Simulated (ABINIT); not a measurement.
## SnO: Bethe–Salpeter calculation (part 1 of 2)

SnO (P4/nmm, 4 atoms in the cell), computed with Kohn-Sham DFT of a periodic cell, PBEsol, PseudoDojo NC SR PBEsol v0.4.1 standard, BSE, no spin polarisation (ABINIT 10.8.3).

The structure derives from a Materials Project entry.

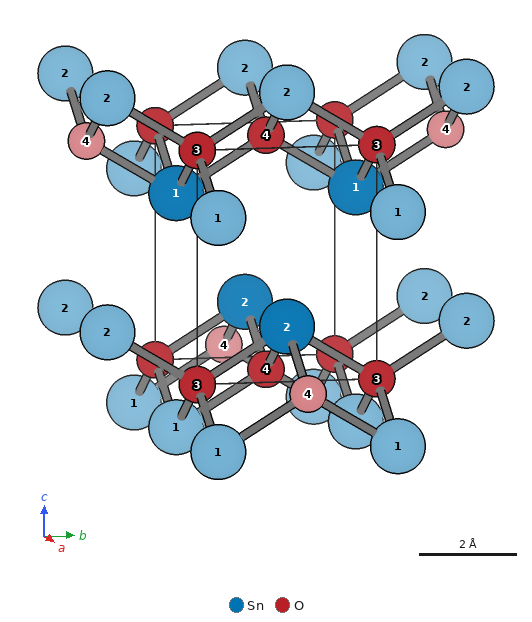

Fig. 1: The structure (ball-and-stick view of the cell of the calculation, seen slightly off an axis; neighbours outside the cell are drawn fainter; atoms are numbered from 1 in the order of the input). An atom can appear more than once, as a periodic image. Near neighbours in the periodic cell (some may lie outside the picture): Sn has 4 O at 2.23 Å; O has 4 Sn at 2.23 Å.

Input
```
ndtset 3

pp_dirpath "./"
pseudos "Sn.upf, O.upf"

acell 3*1.0
rprim
     7.2068394886     0.0000000000     0.0000000000
     0.0000000000     7.2068394886     0.0000000000
     0.0000000000     0.0000000000     9.2349277318
ntypat 2
znucl 50 8
natom 4
typat 1 1 2 2
xred
            1/2            0.0   0.7646261400
            0.0            1/2   0.2353738600
            0.0            0.0            0.0
            1/2            1/2            0.0

ecut 1142.878222 eV

kptopt 1
ngkpt 4 4 4
nshiftk 1
shiftk 0.11 0.21 0.31
chksymbreak 0
istwfk *1

ixc -116133

occopt 1

nstep 80
diemac 6.0

iomode 3
prteig 0
prtebands 0

nband1 20
tolvrs1 1.0e-12
prtden1 1
prtwf1 0
ngkpt1 4 4 4
nshiftk1 1
shiftk1 0.0 0.0 0.0

iscf2 -2
getden2 1
nband2 29
nbdbuf2 4
tolwfr2 1.0e-12
nstep2 120
prtden2 0

optdriver3 99
getwfk3 2
getden3 1
bs_calctype3 1
mbpt_sciss3 0.0 eV
bs_exchange_term3 1
bs_coulomb_term3 0
bs_coupling3 0
bs_algorithm3 1
bs_loband3 17
nband3 23
ecutwfn3 25.0
ecuteps3 2.0
bs_freq_mesh3 0.0 10.0 0.05 eV
zcut3 0.15 eV
inclvkb3 2
```

Command:
```bash
abinit run.abi > log 2>&1
```

What the program printed
```
.Version 10.8.3 of ABINIT
 DATASET    1 : space group P4/n m m (#129); Bravais tP (primitive tetrag.)
================================================================================
 Values of the parameters that define the memory need for DATASET  1.
     intxc =       0    ionmov =       0      iscf =       7    lmnmax =       6
     lnmax =       6     mgfft =      54  mpssoang =       3    mqgrid =    3001
     natom =       4  nloc_mem =       1    nspden =       1   nspinor =       1
    nsppol =       1      nsym =      16    n1xccc =    2501    ntypat =       2
    occopt =       1   xclevel =       2
       mpw =        6266          nfft =      109350          nkpt =          18
================================================================================
================================================================================

 DATASET    2 : space group P4/n m m (#129); Bravais tP (primitive tetrag.)
================================================================================
 Values of the parameters that define the memory need for DATASET  2.
     intxc =       0    ionmov =       0      iscf =      -2    lmnmax =       6
     lnmax =       6     mgfft =      54  mpssoang =       3    mqgrid =    3001
     natom =       4  nloc_mem =       1    nspden =       1   nspinor =       1
    nsppol =       1      nsym =      16    n1xccc =    2501    ntypat =       2
    occopt =       1   xclevel =       2
       mpw =        6277          nfft =      109350          nkpt =          64
================================================================================
================================================================================

 DATASET    3 : space group P4/n m m (#129); Bravais tP (primitive tetrag.)
================================================================================
 Values of the parameters that define the memory need for DATASET  3.
     intxc =       0    ionmov =       0      iscf =       7    lmnmax =       6
     lnmax =       6     mgfft =      45  mpssoang =       3    mqgrid =    3001
     natom =       4  nloc_mem =       1    nspden =       1   nspinor =       1
    nsppol =       1      nsym =      16    n1xccc =    2501    ntypat =       2
    occopt =       1   xclevel =       2
       mpw =        2899          nfft =       58320          nkpt =          64
================================================================================
================================================================================

--------------------------------------------------------------------------------
------------- Echo of variables that govern the present computation ------------
--------------------------------------------------------------------------------
 -outvars: echo values of preprocessed input variables --------
            acell      1.0000000000E+00  1.0000000000E+00  1.0000000000E+00 Bohr
              amu      1.18710000E+02  1.59994000E+01
     bs_algorithm1          2
     bs_algorithm2          2
     bs_algorithm3          1
  bs_coulomb_term1         11
  bs_coulomb_term2         11
  bs_coulomb_term3          0
     bs_freq_mesh1     0.00000000E+00  0.00000000E+00  3.67493222E-04 Hartree
     bs_freq_mesh2     0.00000000E+00  0.00000000E+00  3.67493222E-04 Hartree
     bs_freq_mesh3     0.00000000E+00  3.67493222E-01  1.83746611E-03 Hartree
        bs_loband1          0
        bs_loband2          0
        bs_loband3         17
      chksymbreak           0
           diemac      6.00000000E+00
             ecut1     4.20000000E+01 Hartree
             ecut2     4.20000000E+01 Hartree
             ecut3     2.50000000E+01 Hartree
          ecuteps1     0.00000000E+00 Hartree
          ecuteps2     0.00000000E+00 Hartree
          ecuteps3     2.00000000E+00 Hartree
          ecutwfn1     0.00000000E+00 Hartree
          ecutwfn2     0.00000000E+00 Hartree
          ecutwfn3     2.50000000E+01 Hartree
           getden1          0
           getden2          1
           getden3          1
           getwfk1          0
           getwfk2          0
           getwfk3          2
             iscf1          7
             iscf2         -2
             iscf3          7
              ixc     -116133
           jdtset        1    2    3
                       outvar_i_n : Printing only first  50 k-points.
         kptrlatt        4    0    0      0    4    0      0    0    4
          kptrlen      2.88273580E+01
            natom           4
            nband1         20
            nband2         29
            nband3         23
           nbdbuf1          0
           nbdbuf2          4
           nbdbuf3          0
           ndtset           3
            ngfft1         45      45      54
            ngfft2         45      45      54
            ngfft3         36      36      45
             nkpt1         18
             nkpt2         64
             nkpt3         64
           npweps1          0
           npweps2          0
           npweps3         65
            nstep1         80
            nstep2        120
            nstep3         80
             nsym          16
           ntypat           2
        optdriver1          0
        optdriver2          0
        optdriver3         99
           prtden1          1
           prtden2          0
           prtden3          1
        prtebands           0
           prteig           0
            prtwf1          0
            prtwf2          1
            prtwf3          1
            rprim      7.2068394886E+00  0.0000000000E+00  0.0000000000E+00
                       0.0000000000E+00  7.2068394886E+00  0.0000000000E+00
                       0.0000000000E+00  0.0000000000E+00  9.2349277318E+00
           shiftk1     0.00000000E+00  0.00000000E+00  0.00000000E+00
           shiftk2     1.10000000E-01  2.10000000E-01  3.10000000E-01
           shiftk3     1.10000000E-01  2.10000000E-01  3.10000000E-01
          spgroup         129
           tolvrs1     1.00000000E-12
           tolvrs2     0.00000000E+00
           tolvrs3     0.00000000E+00
           tolwfr1     0.00000000E+00
           tolwfr2     1.00000000E-12
           tolwfr3     0.00000000E+00
            typat      1  1  2  2
                       outvars : Printing only first  50 k-points.
           xangst      1.9068476087E+00  0.0000000000E+00  3.7366616506E+00
                       0.0000000000E+00  1.9068476087E+00  1.1502516461E+00
                       0.0000000000E+00  0.0000000000E+00  0.0000000000E+00
                       1.9068476087E+00  1.9068476087E+00  0.0000000000E+00
            xcart      3.6034197443E+00  0.0000000000E+00  7.0612671447E+00
                       0.0000000000E+00  3.6034197443E+00  2.1736605871E+00
                       0.0000000000E+00  0.0000000000E+00  0.0000000000E+00
                       3.6034197443E+00  3.6034197443E+00  0.0000000000E+00
             xred      5.0000000000E-01  0.0000000000E+00  7.6462614000E-01
                       0.0000000000E+00  5.0000000000E-01  2.3537386000E-01
                       0.0000000000E+00  0.0000000000E+00  0.0000000000E+00
                       5.0000000000E-01  5.0000000000E-01  0.0000000000E+00
             zcut1     3.67493260E-03 Hartree
             zcut2     3.67493260E-03 Hartree
             zcut3     5.51239833E-03 Hartree
            znucl       50.00000    8.00000

================================================================================

 chkinp: Checking input parameters for consistency, jdtset=   1.

 chkinp: Checking input parameters for consistency, jdtset=   2.

 chkinp: Checking input parameters for consistency, jdtset=   3.

================================================================================
== DATASET  1 ==================================================================

--- !DatasetInfo
iteration_state: {dtset: 1, }
dimensions: {natom: 4, nkpt: 18, mband: 20, nsppol: 1, nspinor: 1, nspden: 1, mpw: 6266, }
cutoff_energies: {ecut:  42.0, pawecutdg:  -1.0, }
electrons: {nelect:   4.00000000E+01, charge:   0.00000000E+00, occopt:   1.00000000E+00, tsmear:   1.00000000E-02, }
meta: {optdriver: 0, ionmov: 0, optcell: 0, iscf: 7, paral_kgb: 0, }
...

 Real(R)+Recip(G) space primitive vectors, cartesian coordinates (Bohr,Bohr^-1):
 R(1)=  7.2068395  0.0000000  0.0000000  G(1)=  0.1387571  0.0000000  0.0000000
 R(2)=  0.0000000  7.2068395  0.0000000  G(2)=  0.0000000  0.1387571  0.0000000
 R(3)=  0.0000000  0.0000000  9.2349277  G(3)=  0.0000000  0.0000000  0.1082846
 Unit cell volume ucvol=  4.7964862E+02 bohr^3
 Angles (23,13,12)=  9.00000000E+01  9.00000000E+01  9.00000000E+01 degrees

 getcut: wavevector=  0.0000  0.0000  0.0000  ngfft=  45  45  54
         ecut(hartree)=     42.000   => boxcut(ratio)=   2.00434

--- Pseudopotential description ------------------------------------------------
- pspini: atom type   1  psp file is ./Sn.upf
  50.00000  14.00000  180301                  znucl, zion, pspdat
12 -116133 2 -1 1628                          pspcod,pspxc,lmax,lloc,mmax
     nproj     2     2     2

- pspini: atom type   2  psp file is ./O.upf
   8.00000   6.00000  180301                  znucl, zion, pspdat
12 -116133 2 -1 936                           pspcod,pspxc,lmax,lloc,mmax
     nproj     2     2     1

   3.09399674E+03                                ecore*ucvol(ha*bohr**3)
--------------------------------------------------------------------------------

================================================================================

--- !BeginCycle
iteration_state: {dtset: 1, }
solver: {iscf: 7, nstep: 80, nline: 4, wfoptalg: 0, }
tolerances: {tolvrs: 1.00E-12, }
...

     iter   Etot(hartree)      deltaE(h)  residm     vres2
 ETOT  1  -188.65405686043    -1.887E+02 3.308E-01 3.480E+02
 ETOT  2  -190.20636437152    -1.552E+00 5.825E-02 1.405E+02
 ETOT  3  -190.23382898779    -2.746E-02 2.967E-02 2.029E+02
 ETOT  4  -190.21080287322     2.303E-02 2.182E-03 4.133E+02
 ETOT  5  -190.25769631967    -4.689E-02 5.082E-04 3.945E+00
 ETOT  6  -190.25793283801    -2.365E-04 5.463E-05 1.767E+00
 ETOT  7  -190.25808874017    -1.559E-04 4.937E-06 5.676E-02
 ETOT  8  -190.25809479257    -6.052E-06 1.532E-06 3.522E-03
 ETOT  9  -190.25809514939    -3.568E-07 1.526E-07 3.920E-05
 ETOT 10  -190.25809515797    -8.581E-09 4.250E-08 2.539E-06
 ETOT 11  -190.25809515917    -1.199E-09 5.176E-09 1.020E-07
 ETOT 12  -190.25809515935    -1.748E-10 1.418E-09 4.503E-09
 ETOT 13  -190.25809515937    -2.032E-11 1.740E-10 1.266E-10
 ETOT 14  -190.25809515937    -8.384E-12 4.741E-11 1.312E-11
 ETOT 15  -190.25809515937     3.610E-12 5.854E-12 5.096E-13

 At SCF step   15       vres2   =  5.10E-13 < tolvrs=  1.00E-12 =>converged.

 Cartesian components of stress tensor (hartree/bohr^3)
  sigma(1 1)= -7.99169710E-06  sigma(3 2)=  0.00000000E+00
  sigma(2 2)= -7.99169710E-06  sigma(3 1)=  0.00000000E+00
  sigma(3 3)=  7.23051992E-06  sigma(2 1)=  0.00000000E+00

--- !ResultsGS
iteration_state: {dtset: 1, }
comment   : Summary of ground state results
lattice_vectors:
- [  7.2068395,   0.0000000,   0.0000000, ]
- [  0.0000000,   7.2068395,   0.0000000, ]
- [  0.0000000,   0.0000000,   9.2349277, ]
lattice_lengths: [   7.20684,    7.20684,    9.23493, ]
lattice_angles: [ 90.000,  90.000,  90.000, ] # degrees, (23, 13, 12)
lattice_volume:   4.7964862E+02
convergence: {deltae:  3.610E-12, res2:  5.096E-13, residm:  5.854E-12, diffor: null, }
etotal    :  -1.90258095E+02
entropy   :   0.00000000E+00
fermie    :   1.99837681E-01
cartesian_stress_tensor: # hartree/bohr^3
- [ -7.99169710E-06,   0.00000000E+00,   0.00000000E+00, ]
- [  0.00000000E+00,  -7.99169710E-06,   0.00000000E+00, ]
- [  0.00000000E+00,   0.00000000E+00,   7.23051992E-06, ]
pressure_GPa:   8.5839E-02
xred      :
- [  5.0000E-01,   0.0000E+00,   7.6463E-01, Sn]
- [  0.0000E+00,   5.0000E-01,   2.3537E-01, Sn]
- [  0.0000E+00,   0.0000E+00,   0.0000E+00,  O]
- [  5.0000E-01,   5.0000E-01,   0.0000E+00,  O]
cartesian_forces: # hartree/bohr
- [ -0.00000000E+00,  -0.00000000E+00,  -3.05993109E-03, ]
- [ -0.00000000E+00,  -0.00000000E+00,   3.05993109E-03, ]
- [ -0.00000000E+00,  -0.00000000E+00,  -0.00000000E+00, ]
- [ -0.00000000E+00,  -0.00000000E+00,  -0.00000000E+00, ]
force_length_stats: {min:   0.00000000E+00, max:   3.05993109E-03, mean:   1.52996555E-03, }
...

 Integrated electronic density in atomic spheres:
 ------------------------------------------------
 Atom  Sphere_radius  Integrated_density
    1        2.00000         10.50480513
    2        2.00000         10.50480513
    3        2.00000          6.18636085
    4        2.00000          6.17509088
================================================================================

 ----iterations are completed or convergence reached----

 Mean square residual over all n,k,spin=   16.483E-15; max=  58.538E-13
 reduced coordinates (array xred) for    4 atoms
       0.500000000000      0.000000000000      0.764626140000
       0.000000000000      0.500000000000      0.235373860000
       0.000000000000      0.000000000000      0.000000000000
       0.500000000000      0.500000000000      0.000000000000
 rms dE/dt=  1.1536E-02; max dE/dt=  2.8258E-02; dE/dt below (all hartree)
    1       0.000000000000      0.000000000000      0.028258242502
    2       0.000000000000      0.000000000000     -0.028258242502
    3       0.000000000000      0.000000000000      0.000000000000
    4       0.000000000000      0.000000000000      0.000000000000

 cartesian coordinates (angstrom) at end:
    1      1.90684760870785     0.00000000000000     3.73666165056225
    2      0.00000000000000     1.90684760870785     1.15025164612710
    3      0.00000000000000     0.00000000000000     0.00000000000000
    4      1.90684760870785     1.90684760870785     0.00000000000000

 cartesian forces (hartree/bohr) at end:
    1     -0.00000000000000    -0.00000000000000    -0.00305993109229
    2     -0.00000000000000    -0.00000000000000     0.00305993109229
    3     -0.00000000000000    -0.00000000000000    -0.00000000000000
    4     -0.00000000000000    -0.00000000000000    -0.00000000000000
 frms,max,avg= 1.2492116E-03 3.0599311E-03   0.000E+00  0.000E+00  0.000E+00 h/b
```
